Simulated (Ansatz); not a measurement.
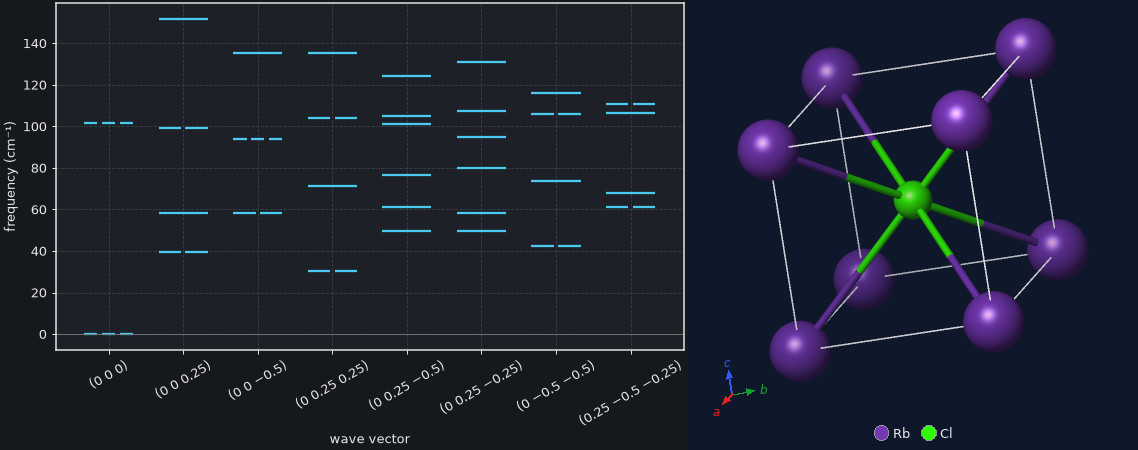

The figure shows the phonon frequencies at several wave vectors (in fractions of the reciprocal vectors of the given cell) for RbCl, space group Fm-3m (No. 225) (cell built by us, not taken from a database). Imaginary frequencies are drawn as negative. The cell is drawn beside the plot.

The given structure:
```
CELL_PARAMETERS angstrom
0.00000 3.34947 3.34947
3.34947 0.00000 3.34947
3.34947 3.34947 0.00000
ATOMIC_POSITIONS crystal
Rb 0.00000 0.00000 0.00000
Cl 0.50000 0.50000 0.50000
```

Computed with Ansatz 0.2.0: harmonic phonon frequencies at the irreducible points of a q mesh with atoms at rest in the given cell, q in fractions of the reciprocal cell vectors, no long-range term at q = 0, imaginary frequencies are negative, the first points where there are many; plane waves with PAW datasets. Level: PBE, no spin polarisation.

- wave cutoff: 420 eV
- k mesh: 8×8×8
- occupations: fixed
- pressure: 0 GPa
- phonon method: linear response
- q mesh: 4×4×4

> Is the structure dynamically stable by these modes?

No frequency is imaginary, so the structure is stable to these displacements at the wave vectors computed.

> What is the highest frequency?

The highest mode among the wave vectors computed lies at 151.8 cm⁻¹, at (0 0 0.25) (at the zone centre itself the field of polar modes is left out).

The computed values:

| at | frequency (cm⁻¹) |
| --- | --- |
| (0 0 0) | 0.0 |
| (0 0 0) | 0.0 |
| (0 0 0) | 0.0 |
| (0 0 0) | 101.6 |
| (0 0 0) | 101.6 |
| (0 0 0) | 101.6 |
| (0 0 0.25) | 39.5 |
| (0 0 0.25) | 39.5 |
| (0 0 0.25) | 58.5 |
| (0 0 0.25) | 99.2 |
| (0 0 0.25) | 99.2 |
| (0 0 0.25) | 151.8 |
| (0 0 −0.5) | 58.5 |
| (0 0 −0.5) | 58.5 |
| (0 0 −0.5) | 93.8 |
| (0 0 −0.5) | 95.1 |
| (0 0 −0.5) | 95.1 |
| (0 0 −0.5) | 135.2 |
| (0 0.25 0.25) | 30.6 |
| (0 0.25 0.25) | 30.6 |
| (0 0.25 0.25) | 71.1 |
| (0 0.25 0.25) | 103.9 |
| (0 0.25 0.25) | 103.9 |
| (0 0.25 0.25) | 135.1 |
| (0 0.25 −0.5) | 49.8 |
| (0 0.25 −0.5) | 61.3 |
| (0 0.25 −0.5) | 76.7 |
| (0 0.25 −0.5) | 101.2 |
| (0 0.25 −0.5) | 104.8 |
| (0 0.25 −0.5) | 124.2 |
| (0 0.25 −0.25) | 49.4 |
| (0 0.25 −0.25) | 58.2 |
| (0 0.25 −0.25) | 80.2 |
| (0 0.25 −0.25) | 94.9 |
| (0 0.25 −0.25) | 107.4 |
| (0 0.25 −0.25) | 131.0 |
| (0 −0.5 −0.5) | 42.2 |
| (0 −0.5 −0.5) | 42.2 |
| (0 −0.5 −0.5) | 73.6 |
| (0 −0.5 −0.5) | 105.9 |
| (0 −0.5 −0.5) | 105.9 |
| (0 −0.5 −0.5) | 116.0 |
| (0.25 −0.5 −0.25) | 61.4 |
| (0.25 −0.5 −0.25) | 61.4 |
| (0.25 −0.5 −0.25) | 68.1 |
| (0.25 −0.5 −0.25) | 106.6 |
| (0.25 −0.5 −0.25) | 110.8 |
| (0.25 −0.5 −0.25) | 110.8 |
